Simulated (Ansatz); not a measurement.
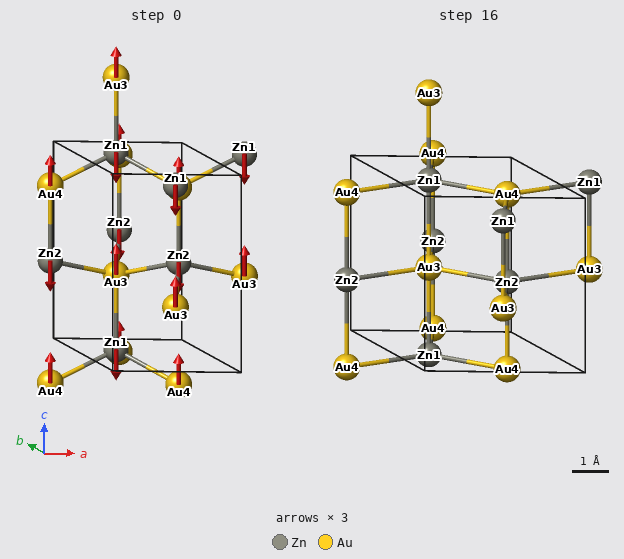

The structure of a crystal of ZnAu (built on the wurtzite_186 type) (coarse preliminary run) before (left) and after (right) a relaxation, at one scale. The red arrows give the displacements (the part carried along by the change of the cell is left out), magnified 3 times.

A ball-and-stick model of the cell of the calculation, seen slightly off an axis.

Case: wurtzite type (P6_3mc, No. 186).

The calculation used DFT PBE, scalar-relativistic, plane waves, PAW in Ansatz.

Input
```yaml
crystal:
  lattice:
    - [3.6170081337, 0.0, 0.0]
    - [-1.8085040668, 3.1324209295, 0.0]
    - [0.0, 0.0, 5.7925137928]
  atoms:
    - { symbol: Zn, position: [0.3333333333, 0.6666666667, 0.0] }
    - { symbol: Zn, position: [0.6666666667, 0.3333333333, 0.5] }
    - { symbol: Au, position: [0.3333333333, 0.6666666667, 0.3821] }
    - { symbol: Au, position: [0.6666666667, 0.3333333333, 0.8821] }
basis:
  ecutwfc: 420
kpoints:
  mp_grid: { grid: [6, 6, 4] }
hamiltonian:
  xc: pbe
scf:
  occupations: { method: gaussian, width: 0.1 }
  lower_state_search: "off"
output:
  forces: true
  stress: true
  eigenvalues: true
relax:
  adjacent_minimum: "off"
  f_tol: 0.04
  max_steps: 70
  cell: { stress_tol: 0.4 }
```

Launched with:
```bash
ansatz run input.yaml --threads 1 --pin off --max-ram 2560MiB --backend cpu --events-out ev --progress --plain --runs-dir out
```

> Summarise the run.

The largest moves relative to the cell, 0.30 Å, are those of Zn1, Zn2, Au3 and Au4. Au4 goes along +c. By element the largest moves are Au 0.30 Å, Zn 0.30 Å. Cell: a = b 3.617 → 4.519 Å (+24.9 %), c 5.793 → 5.130 Å (−11.4 %). Volume +38.3 %. Near-neighbour distances that change, for instance: Zn1–Au3 3.579 → 2.565 Å, Zn1–Au4 2.197 → 2.609 Å, Zn1–Au3 (another image) 2.213 → 2.565 Å. New bonds form: Zn1–Au3 (3.58 → 2.57 Å), Zn2–Au4 (3.58 → 2.57 Å). Bond angles that change, for instance: Au3–Zn1–Au4 108.1° → 90.0°, Zn1–Au3–Zn2 108.1° → 90.0°, Au4–Zn1–Au4 110.8° → 120.0°. The space group (tolerance 0.01 Å) goes from P6_3mc (No. 186) to P6_3/mmc (No. 194). The energy falls by 1298 meV per atom in 14 accepted moves (16 points after the start). The largest force component goes from 0.0072 to 0.00053 eV/Å. The pressure goes from 64.28 to −0.13 GPa. The SCF was repeated twice at an unchanged geometry on a basis and grid sized afresh for the cell, which shifted the energy by 61.1 meV per atom at most.
